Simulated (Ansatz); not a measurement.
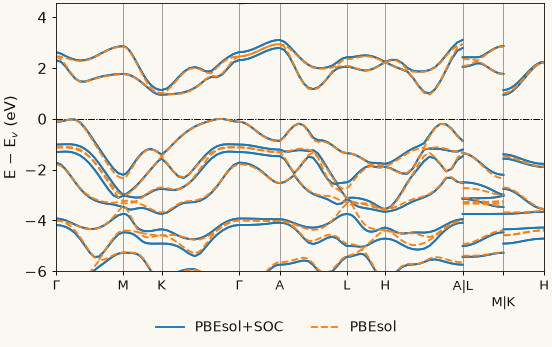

Band structures of CdI2-type PtS₂, space group P-3m1, 3 atoms in the cell (a = 3.543 Å, c = 5.039 Å (hexagonal axes)), by two methods on the same cell. Each is counted from its own valence-band top.

Question: What changes from one method to the other?

Answer: The gap hardly changes: PBEsol+SOC gives a gap of 0.95 eV along the path and PBEsol gives a gap of 0.96 eV along the path.

Settings. PBEsol+SOC: Ansatz PAW, spin-orbit coupling, no magnetisation, 9×9×5 k mesh, 420 eV cutoff, Fermi-Dirac smearing of 0.05 eV (Ansatz 0.2.0). PBEsol: Ansatz PAW, no spin polarisation, no spin-orbit coupling, 9×9×5 k mesh, 420 eV cutoff, Fermi-Dirac smearing of 0.05 eV (Ansatz).

Points of the k mesh that the path doesn't sample narrow the gap to 0.91 eV (PBEsol+SOC) and 0.92 eV (PBEsol). The cell is at 6 GPa in PBEsol+SOC and 6 GPa in PBEsol. The PAW data sets were made with another functional. LDA, GGA and most meta-GGA functionals understate gaps.
